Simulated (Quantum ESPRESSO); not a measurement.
# A series of single points on Sc

System: Sc (P4/nmm, 4 atoms in the cell).
Method: Kohn-Sham DFT of a periodic cell, PBE, SSSP 1.3 efficiency PBE, no spin polarisation (Quantum ESPRESSO 7.5).

The 7 runs differ only in the geometry, by an even scaling of the cell at fixed fractional positions. The structure derives from a Materials Project entry.

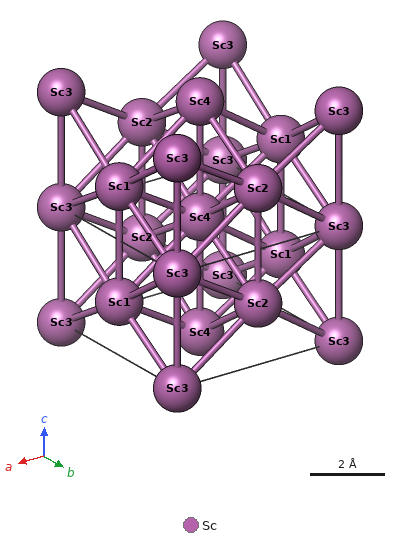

Figure 1. The structure of run 4 (ball-and-stick view of the cell of the calculation, repeated 1 × 1 × 2, seen at an oblique angle; atoms are numbered from 1 in the order of the input).

### Input of run 4
```
&CONTROL
  calculation = 'scf'
  prefix = 'pwscf'
  outdir = './tmp'
  pseudo_dir = './pseudo'
  tprnfor = .true.
  tstress = .true.
  disk_io = 'nowf'
/
&SYSTEM
  ibrav = 0
  nat = 4
  ntyp = 1
  ecutwfc = 60
  nbnd = 31
  occupations = 'smearing'
  smearing = 'fd'
  degauss = 0.00367493
/
&ELECTRONS
  conv_thr = 8d-10
  electron_maxstep = 120
  mixing_beta = 0.5
/
ATOMIC_SPECIES
Sc    44.9559 Sc_ONCV_PBE-1.0.oncvpsp.upf
CELL_PARAMETERS angstrom
   5.4226760000    0.0000000000    0.0000000000
   0.0000000000    5.4226760000    0.0000000000
   0.0000000000    0.0000000000    3.4352060000
ATOMIC_POSITIONS crystal
Sc     0.0000000000    0.5000000000    0.4673360000
Sc     0.5000000000    0.0000000000    0.5326640000
Sc     0.0000000000    0.0000000000    0.0000000000
Sc     0.5000000000    0.5000000000    0.0000000000
K_POINTS automatic
5 5 8 0 0 0
```

Command:
```bash
OMP_NUM_THREADS=1 pw.x -in pw.in > pw.out
```

Lattice vectors (Å) and fractional positions of run 4:
```
   5.422676    0.000000    0.000000
   0.000000    5.422676    0.000000
   0.000000    0.000000    3.435206
Sc  0.000000  0.500000  0.467336
Sc  0.500000  0.000000  0.532664
Sc  0.000000  0.000000  0.000000
Sc  0.500000  0.500000  0.000000
```

Run 5 differs from it as follows:
```diff
-   5.4226760000    0.0000000000    0.0000000000
-   0.0000000000    5.4226760000    0.0000000000
-   0.0000000000    0.0000000000    3.4352060000
+   5.4585888082    0.0000000000    0.0000000000
+   0.0000000000    5.4585888082    0.0000000000
+   0.0000000000    0.0000000000    3.4579563716
```

### Results, with one run withheld

| run | volume per atom (Å³) | free energy per atom, from the lowest run given (meV) | pressure (GPa) |
| --- | --- | --- | --- |
| 1 | 23.738 | 8.19 | 2.49 |
| 2 | 24.243 | 2.25 | 1.28 |
| 3 | 24.748 | 0.00 | 0.17 |
| 4 | 25.253 | 1.11 | −0.86 |
| 5 | 25.758 | ? | ? |
| 6 | 26.264 | 12.36 | −2.66 |
| 7 | 26.769 | 22.02 | −3.46 |

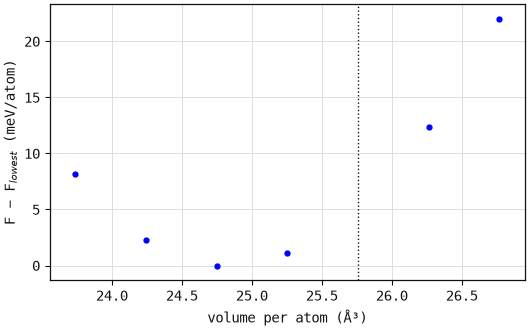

Figure 2. Free energy per atom of the runs given; the dotted line marks run 5.

What should run 5 give?

A cubic polynomial in V^(−2/3) (the Birch–Murnaghan form), fitted to the 6 runs given, misses them by at most 0.01 meV per atom. With x = V^(−2/3) − 0.11655 Å⁻², it reads F = 0.54968 − 1251 x + 6.6045e+05 x² − 2.1869e+06 x³ (meV per atom). At run 5 it gives 5.31 meV per atom, and the run itself gives 5.31. The slope of the fit gives a pressure −dF/dV of −1.80 GPa there, and the run prints −1.80 GPa. The fit has its minimum at 24.828 Å³ per atom, where V d²F/dV² gives 51.8 GPa. Cell shape and fractional positions are held, so this is the stiffness under even scaling; the relaxed bulk modulus wasn't computed.

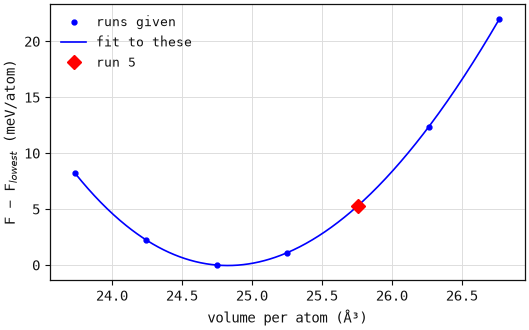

Figure 3. The fit and the withheld run.

### Some lines of the output (run 5)
```
[...]
     total energy              =    -367.41696164 Ry
     total energy              =    -367.42678267 Ry
     total energy              =    -367.42735348 Ry
     total energy              =    -367.42746044 Ry
     total energy              =    -367.42748235 Ry
     total energy              =    -367.42753892 Ry
     total energy              =    -367.42753509 Ry
     total energy              =    -367.42753720 Ry
     total energy              =    -367.42753741 Ry
     the Fermi energy is     9.0386 ev
!    total energy              =    -367.42753741 Ry
     The total energy is F=E-TS. E is the sum of the following terms:
     Computing stress (Cartesian axis) and pressure
          total   stress  (Ry/bohr**3)                   (kbar)     P=      -17.99
```
